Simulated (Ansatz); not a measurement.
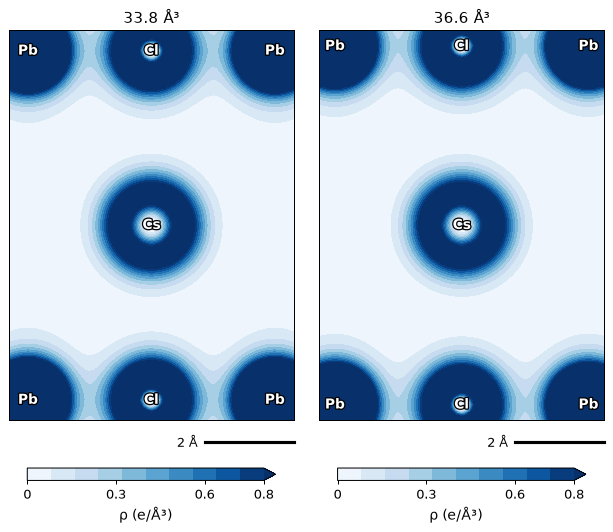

CsPbCl3. The valence electron density of cells scaled evenly to different volumes (given per atom above each panel), on the (011) plane of each (indices in the axes of the cell below), at one length scale and on one colour scale.

All numbers below come from Kohn-Sham DFT of a periodic cell, PBE, Ansatz PAW (Ansatz).

Core electrons are frozen (PAW), and the valence fields are smoothed inside the atomic spheres.

The largest cell:

```xyz
5
Lattice="5.6788 0.0000 0.0000 0.0000 5.6788 0.0000 0.0000 0.0000 5.6788" Properties=species:S:1:pos:R:3 pbc="T T T"
Pb    2.8394    2.8394    2.8394
Cs    0.0000    0.0000    0.0000
Cl    2.8394    0.0000    2.8394
Cl    0.0000    2.8394    2.8394
Cl    2.8394    2.8394    0.0000
```

| volume (Å³/atom) | Pb–Cl contact in the plane (Å) | ρ at its midpoint (e/Å³) | pressure (GPa) | gap on the mesh (eV) | 
| --- | --- | --- | --- | --- |
| 33.81 | 2.765 | 0.284 | 3.0 | 2.85 | 
| 35.92 | 2.821 | ? | ? | ? | 
| 36.63 | 2.839 | 0.246 | 0.7 | 3.04 | 

What values belong in the row with question marks?

Over the known rows ln ρ falls by 1.94 per Å of Pb–Cl distance (the line through the two), which gives 0.255 e/Å³ at 2.821 Å; the calculation gives 0.255 e/Å³. For the pressure, a straight line in volume between the neighbouring rows gives 1.3 GPa; the calculation gives 1.2. For the gap on the mesh, a straight line in volume between the neighbouring rows gives 2.99 eV; the calculation gives 3.00.
